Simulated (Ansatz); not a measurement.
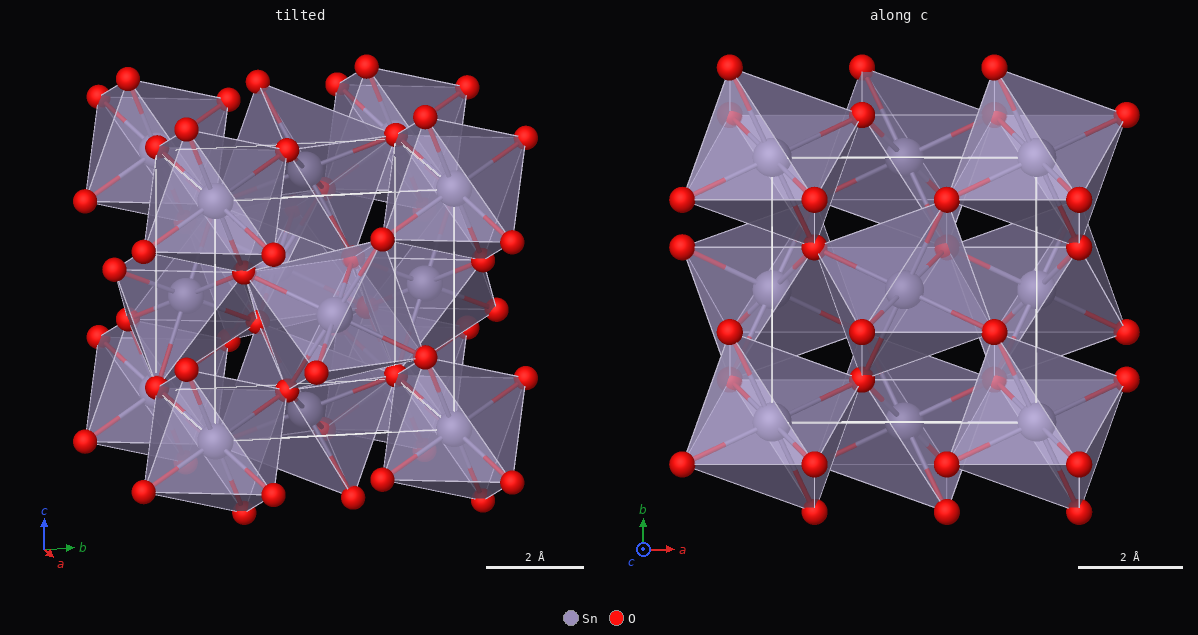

The figure gives a polyhedral picture of the atoms, viewed slightly off an axis and along the c axis. The wireframe shows the conventional unit cell. Some neighbours outside the box are added.

SnO$_{2}$, space group Pa-3 (No. 205), a = 5.101 Å, b = 5.101 Å, c = 5.101 Å, α = 90.00°, β = 90.00°, γ = 90.00°. The structure comes from a structure listed in the Materials Project. Earlier steps of the study, as a rule a relaxation of our own, may have changed the cell and positions, so they can lie some per cent off the listed ones. It went into a calculation with Ansatz.

This one geometry was computed with Ansatz (DFT, plane waves, PAW) at five levels of theory: r2SCAN, PBE0, HSE06, PBE with spin-orbit coupling and PBE. It was relaxed beforehand with r2SCAN.

Question: Which level gives the highest pressure at this volume, and what does that say about its equilibrium volume?

Answer: Highest: PBE with spin-orbit coupling (8.5 GPa) and PBE (8.6 GPa), which points to the largest equilibrium volume. Lowest, with the smallest volume: PBE0 (-2.1 GPa) and HSE06 (-2.0 GPa). Levels within 0.5 GPa of each other can't be told apart.

Question: How does the band gap change with the level of theory?

Answer: PBE with spin-orbit coupling: a gap of 0.99 eV, indirect; PBE: a gap of 0.99 eV, indirect; r2SCAN: a gap of 1.59 eV, indirect; HSE06: a gap of 2.57 eV, indirect; PBE0: a gap of 3.27 eV, indirect.

Question: Collect the results in a table.

Answer:
| level | cutoff (eV) | k-mesh of the run's cell | gap (eV) | pressure (GPa) |
| --- | --- | --- | --- | --- |
| r2SCAN | 500 | 6×6×6 | 1.59 | 0.0 |
| PBE0 | 420 | 4×4×4 | 3.27 | -2.1 |
| HSE06 | 420 | 4×4×4 | 2.57 | -2.0 |
| PBE with spin-orbit coupling | 420 | 6×6×6 | 0.99 | 8.5 |
| PBE | 420 | 6×6×6 | 0.99 | 8.6 |

Gaps are taken on the k-mesh or band path of each run.
